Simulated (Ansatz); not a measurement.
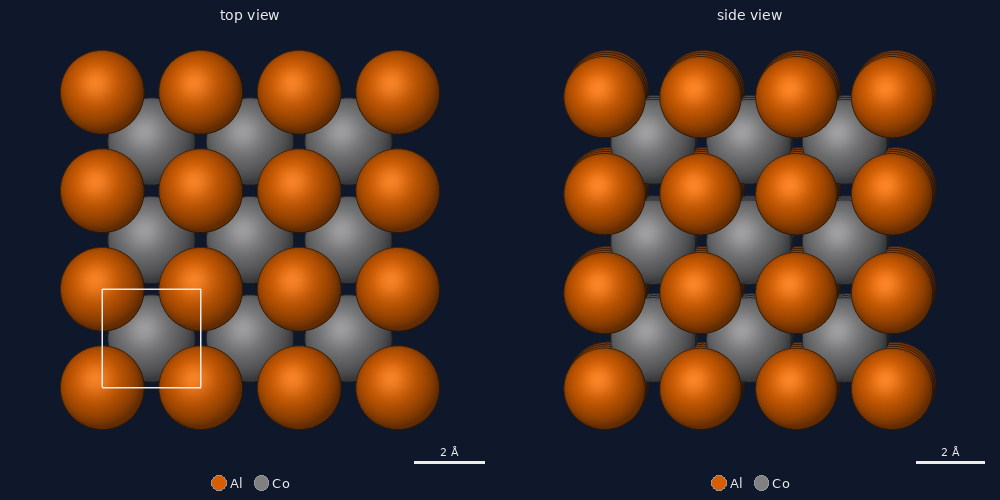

AlCo(100) (Pm-3m bulk, the cell from a database of computed structures, not from a measurement, 7 atomic planes (those closer than 0.6 Å count as one), 9 Å, Al-terminated, slab composition Al4Co3), seen from above and from the side.

Computed with DFT PBE, scalar-relativistic, plane waves, PAW in Ansatz 0.2.0. Cutoff 420 eV, 18 × 18 k-points, Gaussian smearing 0.1 eV, dipole correction. The slab is a cut without reconstruction beyond its cell, at the source's lattice constants, with its lower half held fixed and the rest relaxed. Collinear spin, net moment 1.2 μB a cell; the stability of this spin state wasn't checked. The run couldn't confirm all of its levels under its output density. The run warns that the functional's potential is rough in the thin density of the vacuum, where the tip is; weak contrasts and barriers may feel it.

The STM signal is simulated in the Tersoff–Hamann approximation. Bias windows are sharp sums over the levels of the k mesh.

```
CELL_PARAMETERS angstrom
2.81940 0.00000 0.00000
0.00000 2.81940 0.00000
0.00000 0.00000 25.45821
ATOMIC_POSITIONS crystal
Al 0.00000 0.00000 0.33388
Co 0.50000 0.50000 0.38925
Al 0.00000 0.00000 0.44463
Co 0.50000 0.50000 0.50235
Al 0.00000 0.00000 0.55895
Co 0.50000 0.50000 0.61843
Al 0.00000 0.00000 0.67114
```

Question: Describe the constant-current image at a set point of 9.7 × 10⁻⁵ e/Å³ at a sample bias of −0.50 V.

Answer: The brightest spots lie over the top Al atoms; the darkest points are over the Co atoms 1.3 Å below the top plane. The corrugation is 4 pm at a mean tip height of 4.0 Å. So weak a contrast (4 pm) depends on the k-mesh and on the tip.

Question: Predict the constant-current image at a set point of 5.8 × 10⁻⁴ e/Å³ at +0.25 V.

Answer: The brightest spots lie over the top Al atoms; the darkest points are over the Co atoms 1.3 Å below the top plane. The corrugation is 26 pm at a mean tip height of 3.0 Å.

The computed images, with the atoms seen from above drawn over one corner (deeper ones smaller):

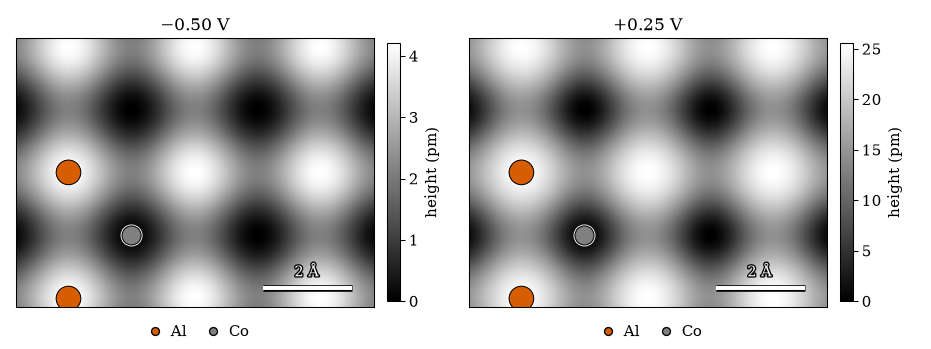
